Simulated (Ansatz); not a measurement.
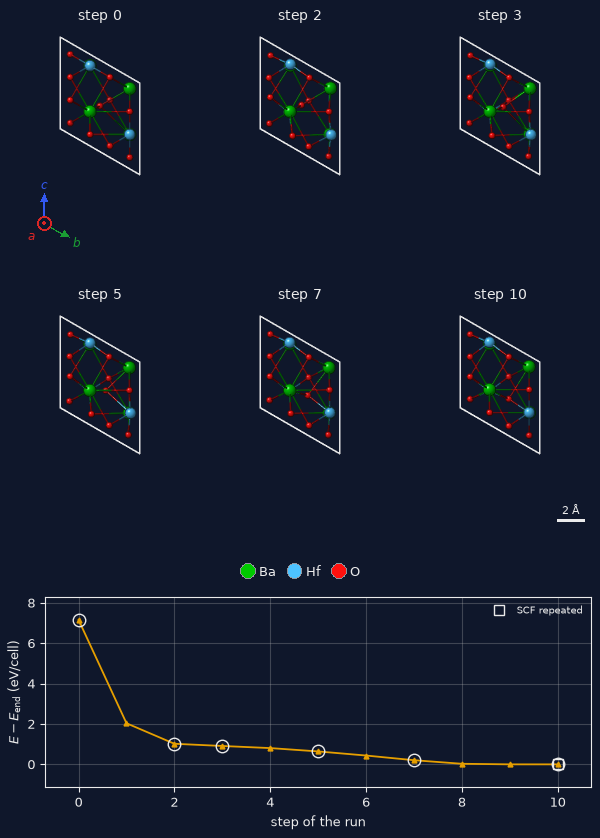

Frames of a relaxation of a defect cell of composition Ba4Hf4O11 (cell charge +2) (started half-way along a vacancy jump, in the symmetry of that start), marked on the history of the run. The picture is a ball-and-stick view of the cell of the calculation (origin shifted), seen along the a axis.

All numbers below come from DFT PBE, scalar-relativistic, plane waves, PAW in Ansatz. Settings: plane-wave cutoff 420 eV; k-point mesh 4 × 4 × 4; occupations gaussian; smearing width 0.05 eV; no spin polarisation; atoms relaxed in a fixed cell; force threshold 0.02 eV/Å; at most 60 steps.

Describe the path.

Answer. After 9 accepted moves (10 points after the start) the energy has fallen by 7.157 eV per cell of the calculation. Largest force component: 23 eV/Å at the start, 0.014 eV/Å at the end. 1 step only repeated the SCF at the same geometry. An O atom moves most: 1.26 Å along [0 1 −1]. By element the largest moves are O 1.26 Å, Hf 0.20 Å, Ba 0.08 Å. The cell stays as it was. Some distances before and after: Hf–O 3.325 → 2.159 Å, Ba–O 3.934 → 3.103 Å, Hf–O 1.487 → 2.076 Å, Ba–O 2.576 → 2.850 Å. New bonds form: Hf–O (3.33 → 2.16 Å). Bond angles that change, for instance: O–Hf–O 135.0° → 98.4°, Ba–O–Hf 125.3° → 96.7°, O–Hf–O 135.0° → 163.1°. From step 0 to 2: O atoms move most (0.26 Å), energy −6.137 eV per cell of the calculation. From step 2 to 3: an O atom moves most (0.20 Å), energy −0.110 eV per cell of the calculation. From step 3 to 5: an O atom moves most (0.40 Å), energy −0.270 eV per cell of the calculation. From step 5 to 7: an O atom moves most (0.39 Å), energy −0.435 eV per cell of the calculation. From step 7 to 10: an O atom moves most (0.31 Å), energy −0.205 eV per cell of the calculation.

Limits of the set-up: the periodic images lie only 7.3 Å apart, so the values are limited by the cell's size; the cell is charged, on a uniform background, and energies carry no finite-size correction.
